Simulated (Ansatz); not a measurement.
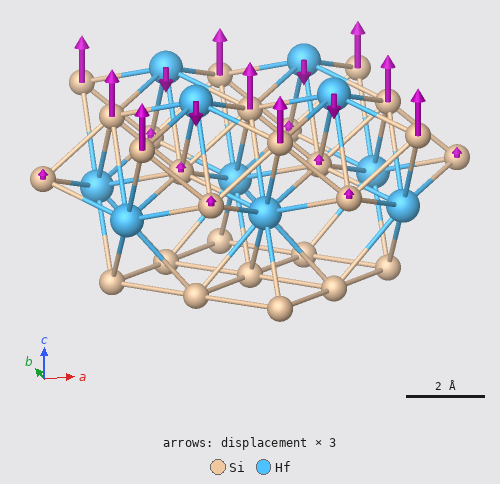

A relaxation of a slab of composition HfSi2 (cut from the Cmcm phase). The starting structure is drawn; purple arrows show the displacements, 3 times their true length.

The picture is a ball-and-stick view of the atoms within 5.8 Å of the atom that moves most (axes of the 2 × 2 repeat of the cell, outlined in the plane, without the vacuum), seen slightly off an axis.

The slab is the (0 1 0) face of HfSi2.

Method: DFT PBE, scalar-relativistic, plane waves, PAW in Ansatz 0.2.0. (plane-wave cutoff 420 eV; k-point mesh 10 × 10 × 1; occupations gaussian; smearing width 0.1 eV; no spin polarisation; dipole correction; atoms relaxed in a fixed cell; force threshold 0.02 eV/Å; at most 60 steps)

Question: What happened in the run?

Answer: A Si atom moves most relative to the layer's centre: 0.42 Å along the normal (+c). Largest moves by element: Si 0.42 Å, Hf 0.23 Å. The lattice vectors keep their values. Among the contacts that change: Hf–Si 2.970 → 3.325 Å, Hf–Si 2.970 → 2.727 Å, Si–Si 2.419 → 2.645 Å, Hf–Hf 3.581 → 3.404 Å. Among the angles between lasting bonds that change: Si–Hf–Si 147.9° → 175.5°, Si–Hf–Si 101.9° → 116.7°, Si–Hf–Si 76.6° → 84.9°. After 8 geometry steps the energy has fallen by 0.357 eV per cell of the calculation. Largest force component: 1.3 eV/Å at the start, 0.0015 eV/Å at the end. Cost: 11 min on 2 threads of Arm Neoverse V2 (shared host), peak memory 1.1 GiB.
